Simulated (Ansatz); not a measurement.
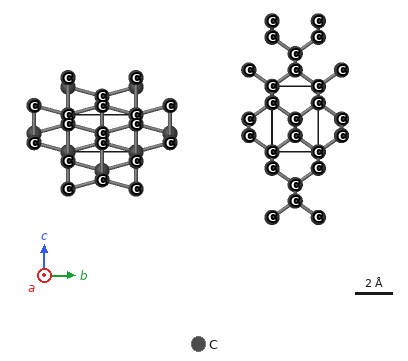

Two geometries of crystalline C (a generated structure, set up in I4_1/amd), drawn at one scale. One is the start of a relaxation, the other its converged end. Style: ball-and-stick. Shown: the conventional cell (2 times the calculation's cell), along the a axis. Lengths and directions refer to the drawn axes.

Method: DFT, PBE, plane waves (420 eV) with PAW, scalar-relativistic (Ansatz 0.2.0). Set-up: plane-wave cutoff 420 eV; k-point mesh 17 × 17 × 12; occupations fermi dirac; smearing width 0.1 eV; no spin polarisation; cell and atoms relaxed; force threshold 0.01 eV/Å; at most 60 steps.

Which one is relaxed?

The right one is the relaxed one. Phase: beta-Sn type. The atoms keep their places relative to the cell (all moves are under 0.005 Å). The drawn cell changes as follows: a = b 3.706 → 2.525 Å (−31.9 %), c 2.023 → 3.572 Å (+76.5 %); the volume changes by −18.0 %. Some distances before and after: C–C 2.023 → 3.572 Å, C–C 1.921 → 1.547 Å. Bond angles that change, for instance: C–C–C 149.5° → 109.5°, C–C–C 94.0° → 109.5°. The space group (tolerance 0.01 Å) goes from I4_1/amd (No. 141) to Fd-3m (No. 227). After 23 accepted moves (26 points after the start) the energy has fallen by 3102 meV per atom. Largest force component: 0.0092 eV/Å at the start, under 0.0001 eV/Å at the end. The pressure goes from −47.39 to 0.01 GPa. At 3 points the geometry stayed and the basis and grid were re-selected for the new cell (energy shift of 408 meV per atom at most each time).
